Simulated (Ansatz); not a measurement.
System: CoO.

The calculation's input:

```
crystal:
  lattice:
    - [3.1976457435, 0.0, 0.0]
    - [-1.5988228718, 2.7692424462, 0.0]
    - [0.0, 0.0, 5.22870971]
  atoms:
    - { symbol: Co, position: [0.0, 0.0, 0.00347414] }
    - { symbol: Co, position: [0.3333333333, 0.6666666667, 0.50336241] }
    - { symbol: O, position: [0.0, 0.0, 0.37160885] }
    - { symbol: O, position: [0.3333333333, 0.6666666667, 0.8715556] }
basis:
  ecutwfc: 500
kpoints:
  mp_grid: { grid: [12, 12, 6] }
hamiltonian:
  xc: r2scan
scf:
  occupations: { method: gaussian, width: 0.02 }
output:
  forces: true
  stress: true
  eigenvalues: true
  write_density: true
  write_potential: true
  elf: true
  volumetric_format: npy
```

Command:

```sh
ansatz run input.yaml --threads 1 --pin off --max-ram 2560MiB --backend cpu --events-out ev --progress --plain --runs-dir out
```

Below, planes, directions and counts refer to the conventional cell (a = 3.20 Å, b = 3.20 Å, c = 5.23 Å, α = 90.00°, β = 90.00°, γ = 120.00°).

Space group P6₃mc; a structure from a database of computed crystals, not necessarily the ambient phase; computed pressure about −20 GPa in this cell; computed without spin polarisation.

These are results of Ansatz 0.2.0, DFT r2SCAN, scalar-relativistic, plane waves, PAW, not measurements.

> What can the converged valence pseudo-density and electron localisation function tell about the bonding?

Co–O (1.93 Å): ρ at the midpoint is about 0.71 e/Å³; the ELF peaks at about 0.85 in the valence shell of O, 0.6 Å from its nucleus, and is about 0.20 at the midpoint: no localised pair shows between them.

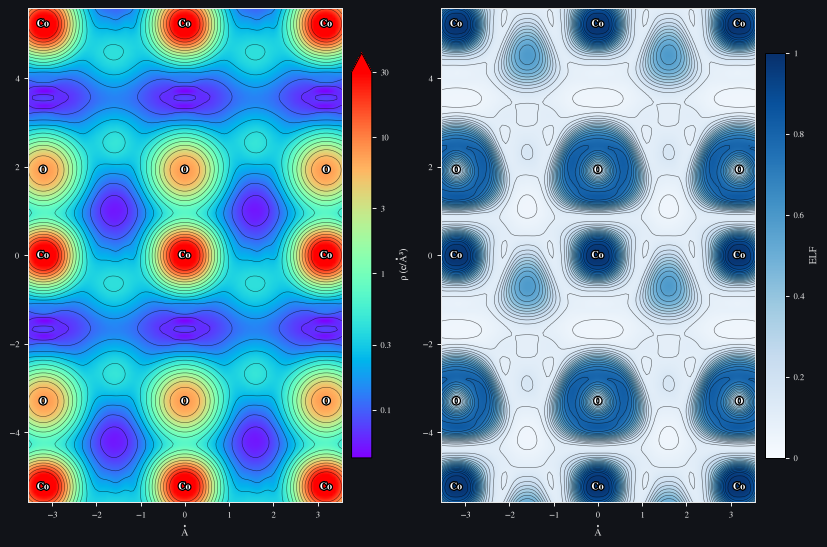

Computed valence pseudo-density and electron localisation function on the (100) plane of the conventional cell, in this order. Atoms just off the plane (Co, 0.9 Å away and O, 0.9 Å away) can leave unmarked features too.

Core electrons are frozen (PAW), and the valence fields are smoothed inside the atomic spheres.
